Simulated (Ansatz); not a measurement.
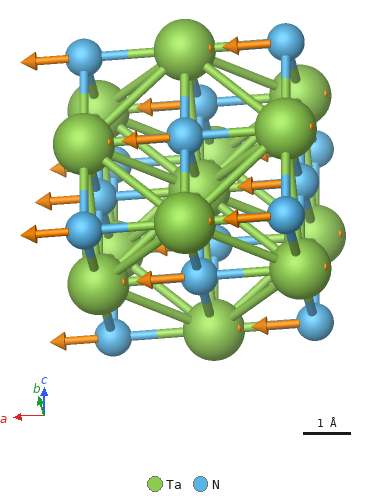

One vibrational mode of crystalline TaN relaxed at 20 GPa at the zone centre. Displacements are drawn as orange arrows; their common scale and sign are arbitrary. The picture is a ball-and-stick view of the conventional cell (4 times the calculation's cell), seen from a free direction. Lengths and directions refer to the drawn axes.

Level of theory: DFT PBE, scalar-relativistic, plane waves, PAW in Ansatz 0.2.0.

Input file:
```yaml
crystal:
  lattice:
    - [0.0, 2.1697580953, 2.1697580953]
    - [2.1697580953, 0.0, 2.1697580953]
    - [2.1697580953, 2.1697580953, 0.0]
  atoms:
    - { symbol: Ta, position: [0.5, 0.5, 0.5] }
    - { symbol: "N", position: [0.0, 0.0, 0.0] }
basis:
  ecutwfc: 420
kpoints:
  mp_grid: { grid: [16, 16, 16] }
hamiltonian:
  xc: pbe
scf:
  occupations: { method: fermi_dirac, width: 0.15 }
output:
  eigenvalues: true
phonons:
  method: dfpt
  eigenvectors: true
```

Run as
```bash
ansatz run input.yaml --threads 1 --pin off --max-ram 3072MiB --backend cpu --events-out ev --progress --plain --runs-dir out
```

The frequencies depend somewhat on the k-mesh and the smearing.

Give the symmetry, activity and frequency of this mode.

This is the T₁u mode (triply degenerate; one member of the set is drawn) at 451 cm⁻¹, the only optical level, infrared-active by symmetry. The N sublattice moves against the Ta sublattice, along a; it stretches the shortest N–Ta bonds (2.17 Å); the kinetic energy is shared as N 93 %, Ta 7 %. The crystal is a metal, so free carriers screen the infrared response.
